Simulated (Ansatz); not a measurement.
**Si3N4: geometry relaxation**

Si3N4 (Fd-3m, 14 atoms in the cell), computed with DFT, PBE, plane waves, PAW, no spin polarisation (Ansatz 0.2.0).

The structure derives from a Materials Project entry.

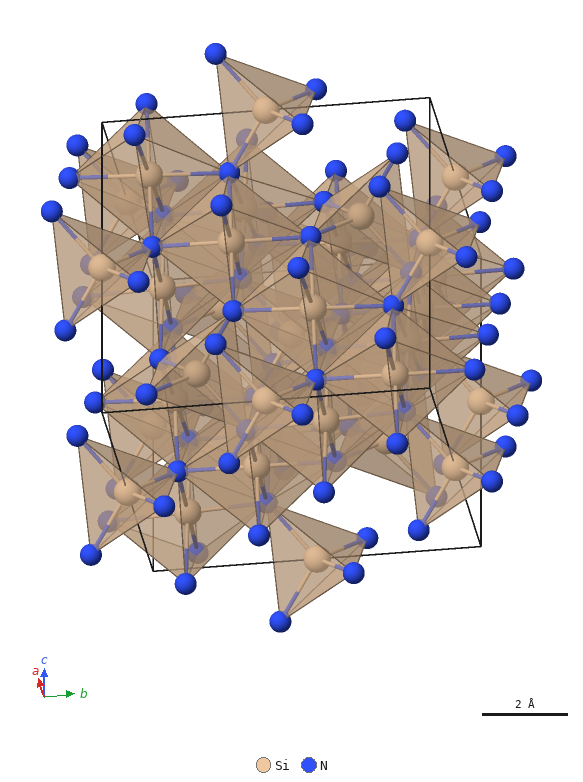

The structure as given in the input (polyhedral view of the cell 4 times as large as that of the calculation, set on its symmetry axes, seen at an oblique angle; polyhedra are completed across the faces of the cell).

The input:
```yaml
crystal:
  lattice:
    - [0.0, 3.9347340484, 3.9347340484]
    - [3.9347340484, 0.0, 3.9347340484]
    - [3.9347340484, 3.9347340484, 0.0]
  atoms:
    - { symbol: Si, position: [0.125, 0.125, 0.625] }
    - { symbol: Si, position: [0.125, 0.625, 0.125] }
    - { symbol: Si, position: [0.625, 0.125, 0.125] }
    - { symbol: Si, position: [0.125, 0.125, 0.125] }
    - { symbol: Si, position: [0.75, 0.75, 0.75] }
    - { symbol: Si, position: [0.5, 0.5, 0.5] }
    - { symbol: "N", position: [0.3674821041, 0.3674821041, 0.3674821041] }
    - { symbol: "N", position: [0.3524463124, 0.8825178959, 0.8825178959] }
    - { symbol: "N", position: [0.8825178959, 0.8825178959, 0.3524463124] }
    - { symbol: "N", position: [0.8825178959, 0.3524463124, 0.8825178959] }
    - { symbol: "N", position: [0.3674821041, 0.3674821041, 0.8975536876] }
    - { symbol: "N", position: [0.3674821041, 0.8975536876, 0.3674821041] }
    - { symbol: "N", position: [0.8825178959, 0.8825178959, 0.8825178959] }
    - { symbol: "N", position: [0.8975536876, 0.3674821041, 0.3674821041] }
basis:
  ecutwfc: 420
kpoints:
  mp_grid: { grid: [2, 2, 2] }
hamiltonian:
  xc: pbe
scf:
  occupations: { method: fixed }
output:
  forces: true
  stress: true
  eigenvalues: true
  write_density: true
  write_potential: true
  elf: true
  volumetric_format: npy
relax:
  adjacent_minimum: "off"
  f_tol: 0.01
  max_steps: 30
```

Launch command:
```bash
ansatz run input.yaml --threads 1 --pin off --max-ram 2560MiB --backend cpu --events-out ev --progress --plain --runs-dir out
```

The program's output:
```
Warning: output.stress: scf.convergence.dr2_threshold = 1e-7 eV (the SCF's general default) is looser than the 1.4e-9 eV advised for a printed stress (1e-10 eV for each atom of the cell: 14). What an SCF threshold leaves in a stress goes as its square root, and in the free energy as the threshold itself, and one threshold admits the most on a small cell: of the crystals measured, under no hybrid functional and no lock of the moments, on runs that ended without the residual-converged pass, on stresses that held no estimate of that error, the worst erred by over 100 MPa in a component at 1e-7 eV an atom and by under 5 at 1e-10. Every solve of this run answers to scf.convergence.dr2_threshold, and the tensor of one is reported: a single SCF on the reported geometry and on this run's grids (its basis.xc_grid and basis.ecutrho_ratio typed), with scf.convergence.dr2_threshold at 1.4e-9 eV or tighter, prints it and tightens no other solve. Else set scf.convergence.dr2_threshold to 1.4e-9 eV or tighter. The threshold is an SCF's pass mark: one that does not reach it within its budget of iterations ends unconverged, or closes short of it on a stop that the run arms, and scf.convergence.dr2_threshold's page says what that costs each kind of run
Engine: ansatz 0.2.0, x86_64-unknown-linux-gnu
Pseudopotentials: kind: paw
Pseudopotential: Si, paw, valence charge 4, recommended cutoff 420 eV (normal), Si.paw.azcp
Pseudopotential: N, paw, valence charge 5, recommended cutoff 420 eV (normal), N.paw.azcp
Functional definition: PBE
  parameter kappa = 0.804
  parameter beta = 0.06672455060314922
  exchange = pbe_x(kappa = kappa, mu = beta*pi^2/3)
  correlation = pbe_c(beta = beta)
Crystal: 14 atoms, lattice volume = 121.836 Å³
Basis set: ecut = 420 eV, 2421 PW (Γ), exchange–correlation on 80×80×80 points (8 copies of the dense FFT grid, shifted against one another)
Bands: 46, of which v1, the nominal top of the filled ones, is band 32 counted from 1 (31 counted from 0)
Symmetry: 48 space group operations
Space group: Fd-3m (ITA 227), of the structure as read, at distance tolerance 5.0e-5 Å
k-points: 3 of 8
Non-local potential: Si, projectors of the file, l = 0: 2, l = 1: 2, l = 2: 2
Non-local potential: N, projectors of the file, l = 0: 2, l = 1: 2, l = 2: 1
PAW form: soft (Blöchl's): semilocal exchange-correlation on the pseudo side does not see the compensation charge
PAW one-centre angular grid: Si, 110 points (default); XC on 64 Gauss nodes
PAW one-centre angular grid: N, 110 points (default); XC on 64 Gauss nodes
Initial density: superposition of atomic densities (neutral atoms: chi_scale 0, normalization atom), corrected by the library's trained network
Initial wavefunctions: pseudopotential atomic-orbital guess
Functional: x = pbe(κ = 0.804, μ = 0.2195149727645171), c = pbe(β = 0.06672455060314922)
SCF iter   1: F=—  HF=-6899.022360 eV  |F-HF|=—  |Δ(HF+E_count)|=         —  Δρ=3.79e-3  dr2=4.54e-2  ethr=1.77e-3  ⟨swp⟩=5.0  Hψ=570  notcnv=0  defer=33
preconditioner: auto → Resta (q_TF=auto, 2.451 Å⁻¹)  ε∞=4.4  [insulator: Δε(μ)=3.266 eV  Ē_g=14.648 eV  n_scr=26 (ndim 8)  ℏωp=26.9 eV  f_vac=0.000  ε∞_Penn≈4.4]
SCF iter   2: F=—  HF=-6899.009644 eV  |F-HF|=—  |Δ(HF+E_count)|=   1.27e-2  Δρ=1.67e-3  dr2=8.01e-3  ethr=7.09e-5  ⟨swp⟩=2.3  Hψ=220  notcnv=0  defer=34
SCF iter   3: F=—  HF=-6899.008792 eV  |F-HF|=—  |Δ(HF+E_count)|=   8.52e-4  Δρ=4.45e-4  dr2=1.81e-4  ethr=1.25e-5  ⟨swp⟩=2.7  Hψ=191  notcnv=0  defer=34
SCF iter   4: F=—  HF=-6899.008843 eV  |F-HF|=—  |Δ(HF+E_count)|=   5.09e-5  Δρ=1.52e-4  dr2=2.46e-5  ethr=2.83e-7  ⟨swp⟩=2.0  Hψ=199  notcnv=0  defer=34
iter 5 did not close the SCF: its close was put off for the readings that it lacked (scf_convergence_deferred on its scf_iter line)
SCF iter   5: F=-6899.008850 eV  HF=-6899.008850 eV  |F-HF|=3.06e-7  |Δ(HF+E_count)|=   7.51e-6  Δρ=2.90e-5  dr2=1.04e-6  ethr=3.85e-8  ⟨swp⟩=2.0  Hψ=197  notcnv=0  defer=34
SCF iter   6: F=-6899.008851 eV  HF=-6899.008851 eV  |F-HF|=3.95e-8  |Δ(HF+E_count)|=   5.38e-7  Δρ=8.65e-6  dr2=5.86e-8  ethr=1.62e-9  ⟨swp⟩=22.3  Hψ=1319  notcnv=0
SCF 1 converged in 6 iterations: F = -6899.008851 eV  dr2 = 5.86e-8
  greatest PAW one-centre occupation: 0.784 electrons in one spin orbital (limit 2), on the N atom at site 10 (counted from 0), in its partial waves of l = 0
relax step   1: F+E_penalty+E_count = -6899.00885059 eV  Δ(F+E_penalty+E_count) = +0.000e0 eV  max|allowed force component| = 5.846e-2 eV/Å  Δτ_max = 0.0000 Å  (6 SCF iters, dr2 threshold 2.50e-6 eV, accepted)
Initial density: handed on by an earlier stage of this run
Initial wavefunctions: those handed on with the density
iter 1 solved again at ethr=3.08e-7 eV; its pass at ethr=3.10e-3 eV (dr2=1.97e-4 eV) is discarded
SCF iter   1: F=—  HF=-6899.009731 eV  |F-HF|=—  |Δ(HF+E_count)|=         —  Δρ=3.11e-4  dr2=1.99e-4  ethr=3.08e-7  ⟨swp⟩=1.3  Hψ=349  notcnv=0  defer=25
preconditioner: auto → Resta (q_TF=auto, 2.451 Å⁻¹)  ε∞=4.4  [insulator: Δε(μ)=3.224 eV  Ē_g=14.501 eV  n_scr=26 (ndim 8)  ℏωp=26.9 eV  f_vac=0.000  ε∞_Penn≈4.4]
SCF iter   2: F=—  HF=-6899.009611 eV  |F-HF|=—  |Δ(HF+E_count)|=   1.20e-4  Δρ=1.28e-4  dr2=2.63e-5  ethr=3.08e-7  ⟨swp⟩=2.7  Hψ=187  notcnv=0  defer=25
SCF iter   3: F=-6899.009604 eV  HF=-6899.009604 eV  |F-HF|=2.10e-8  |Δ(HF+E_count)|=   7.39e-6  Δρ=1.77e-5  dr2=2.03e-7  ethr=3.34e-10  ⟨swp⟩=13.7  Hψ=1139  notcnv=0
SCF 2 converged in 3 iterations: F = -6899.009604 eV  dr2 = 2.03e-7
  greatest PAW one-centre occupation: 0.784 electrons in one spin orbital (limit 2), on the N atom at site 13 (counted from 0), in its partial waves of l = 0
relax step   2: F+E_penalty+E_count = -6899.00960402 eV  Δ(F+E_penalty+E_count) = -7.534e-4 eV  max|allowed force component| = 2.816e-2 eV/Å  Δτ_max = 0.0013 Å  (3 SCF iters, dr2 threshold 2.14e-7 eV, accepted)
SCF iter   1: F=—  HF=-6899.009956 eV  |F-HF|=—  |Δ(HF+E_count)|=         —  Δρ=2.97e-4  dr2=1.71e-4  ethr=2.68e-6  ⟨swp⟩=2.3  Hψ=246  notcnv=0  defer=34
preconditioner: auto → Resta (q_TF=auto, 2.451 Å⁻¹)  ε∞=4.4  [insulator: Δε(μ)=3.227 eV  Ē_g=14.499 eV  n_scr=26 (ndim 8)  ℏωp=26.9 eV  f_vac=0.000  ε∞_Penn≈4.4]
SCF iter   2: F=—  HF=-6899.009902 eV  |F-HF|=—  |Δ(HF+E_count)|=   5.39e-5  Δρ=1.25e-4  dr2=2.29e-5  ethr=2.67e-7  ⟨swp⟩=2.3  Hψ=232  notcnv=0  defer=25
SCF iter   3: F=—  HF=-6899.009833 eV  |F-HF|=—  |Δ(HF+E_count)|=   6.94e-5  Δρ=1.84e-5  dr2=2.36e-7  ethr=3.58e-8  ⟨swp⟩=2.0  Hψ=182  notcnv=0  defer=22
SCF iter   4: F=-6899.009833 eV  HF=-6899.009833 eV  |F-HF|=6.47e-9  |Δ(HF+E_count)|=   2.42e-8  Δρ=6.32e-6  dr2=3.34e-8  ethr=1.56e-10  ⟨swp⟩=14.3  Hψ=983  notcnv=0
SCF 3 converged in 4 iterations: F = -6899.009833 eV  dr2 = 3.34e-8
  greatest PAW one-centre occupation: 0.784 electrons in one spin orbital (limit 2), on the N atom at site 6 (counted from 0), in its partial waves of l = 0
relax step   3: F+E_penalty+E_count = -6899.00983295 eV  Δ(F+E_penalty+E_count) = -2.289e-4 eV  max|allowed force component| = 1.121e-4 eV/Å  Δτ_max = 0.0012 Å  (4 SCF iters, accepted)
```

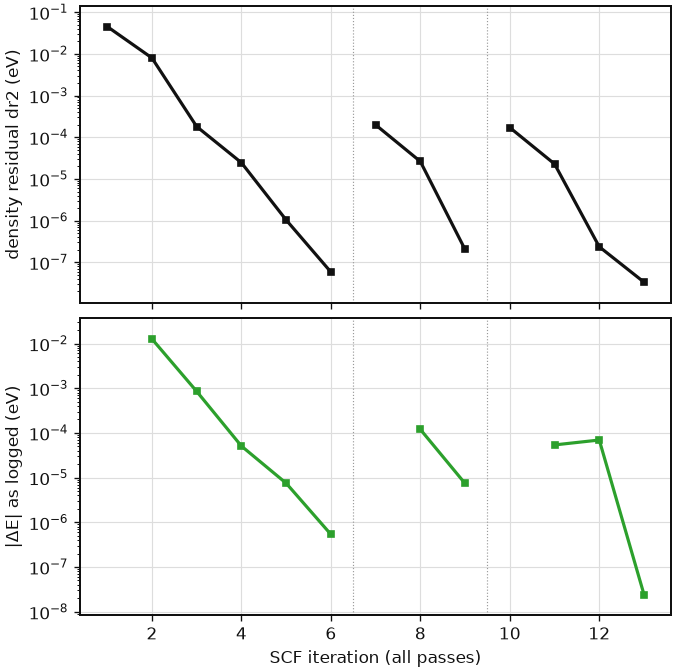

Convergence of the self-consistent field: density residual dr2 and size of the energy change against the SCF iteration. The dotted lines part the SCF passes of the relaxation: geometry steps, rejected trials and re-solves on a re-selected basis. The passes take 6, 3 and 4 iterations.

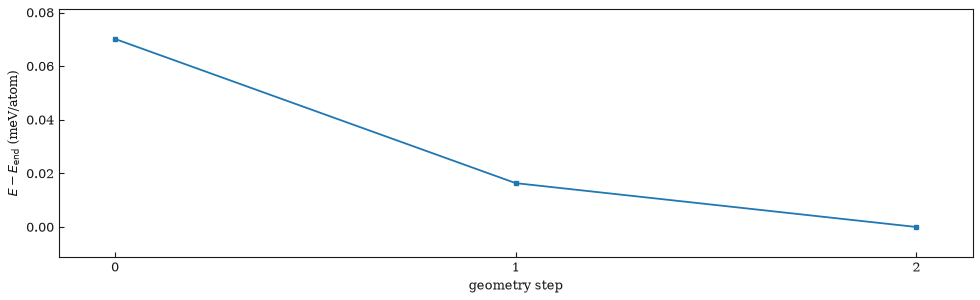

Progress of the relaxation, step by step (the first geometry is step 0 here and step 1 in the log). The atoms keep their places (all moves are under 0.005 Å). The cell doesn't change. The space group stays Fd-3m (No. 227). The energy falls by 0.1 meV per atom in 2 geometry steps. Largest force component: 0.058 eV/Å at the start, 0.00011 eV/Å at the end.

```
SCF converged after 4 iterations
Free energy (F): -6899.009833 eV
Harris-Foulkes:  -6899.009833 eV  (|F-HF|=6.47e-9)
Internal energy: -6899.009833 eV  (E = F + TS)
E sigma→0 (E₀):  -6899.009833 eV
Fermi energy:    10.516025 eV
--- Per-component energies (eV) ---
  E_band       = 251.895621
  E_kinetic    = 1350.575518
  E_local      = -1515.094326  (includes V_loc(G=0)·N_el)
  E_nonlocal   = 498.515545
  E_hartree    = 501.534525
  E_xc         = -827.703452
  E_vxc        = -914.322294  (∫ρ·V_xc dr)
  E_paw        = -4097.153938  (= ΣΔE_a)
  E_vpaw       = -170.844581  (= ΣTr[D̂ρ^β])
  E_aug_tail   = 0.000835  (compensation charges beyond the density's cutoff)
  E_ewald      = -2809.684539
  E_smearing   = -0.000000  (= −TS)
  E_closure    = 0.000000  (closes the sum)
  Σ components = -6899.009833   (vs F -6899.009833, Δ=0.00e0)
--- Forces (eV/Å), atoms counted from 1 ---
  atom   1  Si     0.00000000    -0.00000000     0.00000000
  atom   2  Si     0.00000000    -0.00000000     0.00000000
  atom   3  Si     0.00000000    -0.00000000     0.00000000
  atom   4  Si     0.00000000    -0.00000000     0.00000000
  atom   5  Si    -0.00000000    -0.00000000    -0.00000000
  atom   6  Si    -0.00000000    -0.00000000     0.00000000
  atom   7  N     -0.00011214    -0.00011214    -0.00011214
  atom   8  N      0.00011214    -0.00011214    -0.00011214
  atom   9  N     -0.00011214    -0.00011214     0.00011214
  atom  10  N     -0.00011214     0.00011214    -0.00011214
  atom  11  N      0.00011214     0.00011214    -0.00011214
  atom  12  N      0.00011214    -0.00011214     0.00011214
  atom  13  N      0.00011214     0.00011214     0.00011214
  atom  14  N     -0.00011214     0.00011214     0.00011214
  max |Σ_I F_I| component: 1.15e-16 eV/Å
--- Stress (GPa, compression-positive) ---
       -8.177361       0.000000       0.000000
        0.000000      -8.177361       0.000000
       -0.000000       0.000000      -8.177361
  P = ⅓ Tr σ = -8.1774 GPa (-81.774 kbar)
--- Band table (eV) ---
  k-point 0: bands = ["-7.9091", "-4.7493", "-3.8453", "-3.8453", "-3.8453", "-2.9328", "-2.9328", "-2.9328", "0.2704", "1.2800", "1.8737", "1.8737", "1.8737", "3.5898", "3.5898", "6.4794", "6.4794", "6.4794", "8.3017", "8.3017", "8.3017", "8.7375", "8.7375", "8.7375", "9.8274", "9.8274", "10.4343", "10.4343", "10.4343", "10.5160", "10.5160", "10.5160", "13.7409", "13.7409", "13.7409", "15.1458", "16.0615", "16.9848", "18.0679", "18.0679", "18.0776", "18.0776", "18.0776", "19.8392", "19.8392", "19.8392"]
  k-point 1: bands = ["-6.9442", "-6.1920", "-4.3040", "-3.6398", "-3.6398", "-3.4662", "-3.4033", "-3.4033", "2.0485", "2.2007", "3.0201", "3.0201", "4.1443", "4.1443", "5.0099", "5.0198", "6.0043", "6.4838", "6.4838", "6.9674", "7.0964", "7.0964", "7.9429", "7.9429", "8.5725", "8.5725", "8.7184", "9.8131", "10.0974", "10.0974", "10.2573", "10.2573", "15.2910", "16.1751", "16.1751", "16.4841", "17.0791", "17.0791", "17.4654", "18.2174", "19.6934", "20.0462", "20.7923", "20.7923", "21.1650", "21.1650"]
  k-point 2: bands = ["-6.3114", "-6.3114", "-4.4806", "-4.4806", "-4.2899", "-4.2899", "-2.6525", "-2.6525", "3.2242", "3.2242", "3.7018", "3.7018", "3.9172", "3.9172", "5.3254", "5.3254", "5.9882", "5.9882", "6.2143", "6.2143", "6.5717", "6.5717", "6.9560", "6.9560", "8.7320", "8.7320", "8.9418", "8.9418", "9.5012", "9.5012", "10.1752", "10.1752", "16.9634", "16.9634", "17.3159", "17.3159", "18.0002", "18.0002", "19.0883", "19.0883", "19.2486", "19.2486", "20.8522", "20.8522", "20.9968", "20.9968"]
--- Relaxed structure (3 steps of the walk, 3 accepted, 0 SCFs on fresh bases) ---
  F+E_penalty+E_count = -6899.00983295 eV   max|allowed force component| = 1.121e-4 eV/Å
  atoms:
    - { symbol: Si, position: [0.12500000000000003, 0.12500000000000003, 0.625] }
    - { symbol: Si, position: [0.12500000000000003, 0.625, 0.125] }
    - { symbol: Si, position: [0.625, 0.12500000000000003, 0.125] }
    - { symbol: Si, position: [0.12500000000000003, 0.12500000000000003, 0.12500000000000003] }
    - { symbol: Si, position: [0.7500000000000001, 0.7500000000000001, 0.7500000000000001] }
    - { symbol: Si, position: [0.5000000000000001, 0.5000000000000001, 0.5000000000000001] }
    - { symbol: N, position: [0.3673045194714686, 0.3673045194714686, 0.3673045194714686] }
    - { symbol: N, position: [0.35191355841440597, 0.8826954805285314, 0.8826954805285313] }
    - { symbol: N, position: [0.8826954805285314, 0.8826954805285314, 0.35191355841440597] }
    - { symbol: N, position: [0.8826954805285314, 0.35191355841440597, 0.8826954805285313] }
    - { symbol: N, position: [0.3673045194714686, 0.3673045194714686, 0.8980864415855943] }
    - { symbol: N, position: [0.3673045194714686, 0.8980864415855943, 0.3673045194714686] }
    - { symbol: N, position: [0.8826954805285314, 0.8826954805285314, 0.8826954805285314] }
    - { symbol: N, position: [0.8980864415855943, 0.3673045194714686, 0.3673045194714686] }
```

Trajectory as extended XYZ (Å, eV, eV/Å), 3 frames, from step=1 to step=3:
```
14
Lattice="0.0000 3.9347 3.9347 3.9347 0.0000 3.9347 3.9347 3.9347 0.0000" Properties=species:S:1:pos:R:3:forces:R:3 step=1 energy=-6899.00885
Si    2.9511    2.9511    0.9837    0.0000   0.0000   0.0000
Si    2.9511    0.9837    2.9511    0.0000   0.0000   0.0000
Si    0.9837    2.9511    2.9511    0.0000   0.0000   0.0000
Si    0.9837    0.9837    0.9837    0.0000   0.0000   0.0000
Si    5.9021    5.9021    5.9021    0.0000   0.0000   0.0000
Si    3.9347    3.9347    3.9347    0.0000   0.0000   0.0000
N     2.8919    2.8919    2.8919   -0.0585  -0.0585  -0.0585
N     6.9449    4.8593    4.8593    0.0585  -0.0585  -0.0585
N     4.8593    4.8593    6.9449   -0.0585  -0.0585   0.0585
N     4.8593    6.9449    4.8593   -0.0585   0.0585  -0.0585
N     4.9776    4.9776    2.8919    0.0585   0.0585  -0.0585
N     4.9776    2.8919    4.9776    0.0585  -0.0585   0.0585
N     6.9449    6.9449    6.9449    0.0585   0.0585   0.0585
N     2.8919    4.9776    4.9776   -0.0585   0.0585   0.0585
14
Lattice="0.0000 3.9347 3.9347 3.9347 0.0000 3.9347 3.9347 3.9347 0.0000" Properties=species:S:1:pos:R:3:forces:R:3 step=2 energy=-6899.00960
Si    2.9511    2.9511    0.9837    0.0000   0.0000   0.0000
Si    2.9511    0.9837    2.9511    0.0000   0.0000   0.0000
Si    0.9837    2.9511    2.9511    0.0000   0.0000   0.0000
Si    0.9837    0.9837    0.9837    0.0000   0.0000   0.0000
Si    5.9021    5.9021    5.9021    0.0000   0.0000   0.0000
Si    3.9347    3.9347    3.9347    0.0000   0.0000   0.0000
N     2.8912    2.8912    2.8912   -0.0282  -0.0282  -0.0282
N     6.9457    4.8585    4.8585    0.0282  -0.0282  -0.0282
N     4.8585    4.8585    6.9457   -0.0282  -0.0282   0.0282
N     4.8585    6.9457    4.8585   -0.0282   0.0282  -0.0282
N     4.9783    4.9783    2.8912    0.0282   0.0282  -0.0282
N     4.9783    2.8912    4.9783    0.0282  -0.0282   0.0282
N     6.9457    6.9457    6.9457    0.0282   0.0282   0.0282
N     2.8912    4.9783    4.9783   -0.0282   0.0282   0.0282
14
Lattice="0.0000 3.9347 3.9347 3.9347 0.0000 3.9347 3.9347 3.9347 0.0000" Properties=species:S:1:pos:R:3:forces:R:3 step=3 energy=-6899.00983
Si    2.9511    2.9511    0.9837    0.0000   0.0000   0.0000
Si    2.9511    0.9837    2.9511    0.0000   0.0000   0.0000
Si    0.9837    2.9511    2.9511    0.0000   0.0000   0.0000
Si    0.9837    0.9837    0.9837    0.0000   0.0000   0.0000
Si    5.9021    5.9021    5.9021    0.0000   0.0000   0.0000
Si    3.9347    3.9347    3.9347    0.0000   0.0000   0.0000
N     2.8905    2.8905    2.8905   -0.0001  -0.0001  -0.0001
N     6.9463    4.8579    4.8579    0.0001  -0.0001  -0.0001
N     4.8579    4.8579    6.9463   -0.0001  -0.0001   0.0001
N     4.8579    6.9463    4.8579   -0.0001   0.0001  -0.0001
N     4.9790    4.9790    2.8905    0.0001   0.0001  -0.0001
N     4.9790    2.8905    4.9790    0.0001  -0.0001   0.0001
N     6.9463    6.9463    6.9463    0.0001   0.0001   0.0001
N     2.8905    4.9790    4.9790   -0.0001   0.0001   0.0001
```

Summary:

| quantity | value |
| --- | --- |
| outcome | converged |
| space group (tolerance 0.01 Å) | Fd-3m (227) |
| electrons treated | 64 |
| free energy | −6899.0098 eV |
| Fermi energy | 10.516 eV |
| gap on the k-point mesh | 3.22 eV |
| pressure | −8.18 GPa |
| final volume | 121.84 Å³ |
| largest force (length of the vector) at the end | under 0.001 eV/Å |
| final cell | a = 5.565 Å, b = 5.565 Å, c = 5.565 Å, α = 60.00°, β = 60.00°, γ = 60.00° |
| hardware | 1 thread of Intel Xeon @ 2.70GHz, 189 GiB of memory available, shared host |
| wall time | 4.1 s |
| peak memory | 0.38 GiB |

Settings chosen away from the usual ones: volume x 1.03, shape and atoms relaxed. These settings are looser than, or depart from, a standard set-up, so the numbers are not reference values for this system. The program warns: the SCF threshold is looser than advised for the printed stress.
